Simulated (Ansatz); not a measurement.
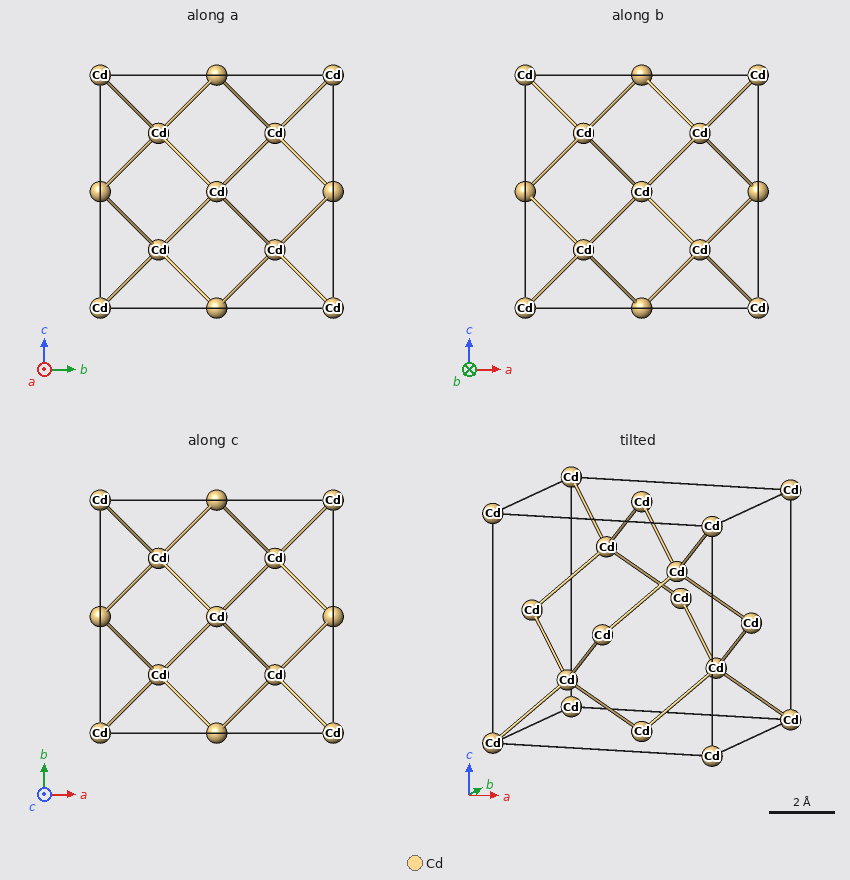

View along the a axis, along the b axis, along the c axis and slightly off an axis, drawn as a ball-and-stick model. Thin lines show the conventional unit cell, with boundary atoms drawn in all their periodic places.

Lattice parameters: a = 7.2601 Å, b = 7.2601 Å, c = 7.2601 Å, α = 90.000°, β = 90.000°, γ = 90.000°.

### Put the structure into a CIF with its space group and independent sites.

```cif
data_structure
_symmetry_space_group_name_H-M 'F d -3 m :1'
_symmetry_Int_Tables_number 227
_cell_length_a 7.2601
_cell_length_b 7.2601
_cell_length_c 7.2601
_cell_angle_alpha 90.000
_cell_angle_beta 90.000
_cell_angle_gamma 90.000
_cell_volume 382.68
loop_
_atom_site_label
_atom_site_type_symbol
_atom_site_symmetry_multiplicity
_atom_site_Wyckoff_symbol
_atom_site_fract_x
_atom_site_fract_y
_atom_site_fract_z
_atom_site_occupancy
Cd1 Cd 8 a 0.2500 0.7500 0.7500 1
```

Provenance: a structure type filled with this element by a generator (whether the element takes this form wasn't checked). Earlier steps of the study may have refined or changed the cell and positions. Ansatz was used for an electronic-structure calculation on it.
